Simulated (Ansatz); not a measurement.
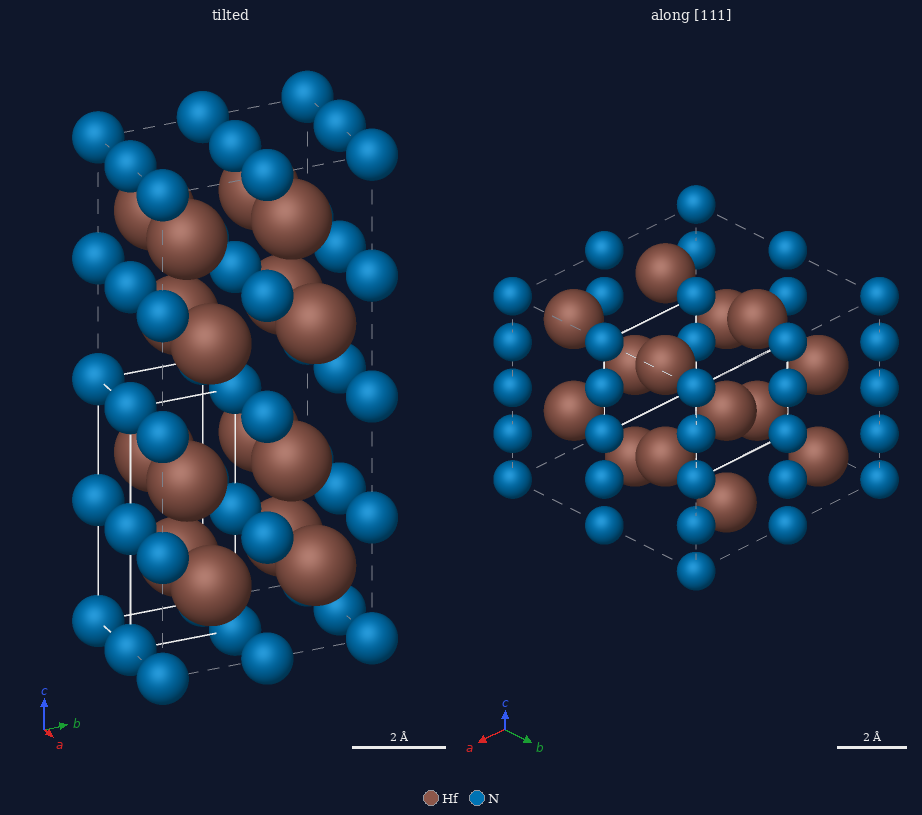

An orthographic spheres-only view of the structure, slightly off an axis and along [111]. The conventional unit cell (solid box) is repeated to 2×2×2 cells. Cell: a = 3.078 Å, b = 3.078 Å, c = 5.317 Å, α = 90.00°, β = 90.00°, γ = 120.00°.

What is this?

The stoichiometry is HfN. The symmetry is that of P6_3/mmc (No. 194), on a primitive hexagonal lattice. Its structure type: anti-NiAs type. One cell contains 2 Hf, 2 N, 4 atoms in all.

It derives from a structure listed in the Materials Project. The cell was then strained or its atoms displaced on purpose. It was set up as input for a calculation with Ansatz.
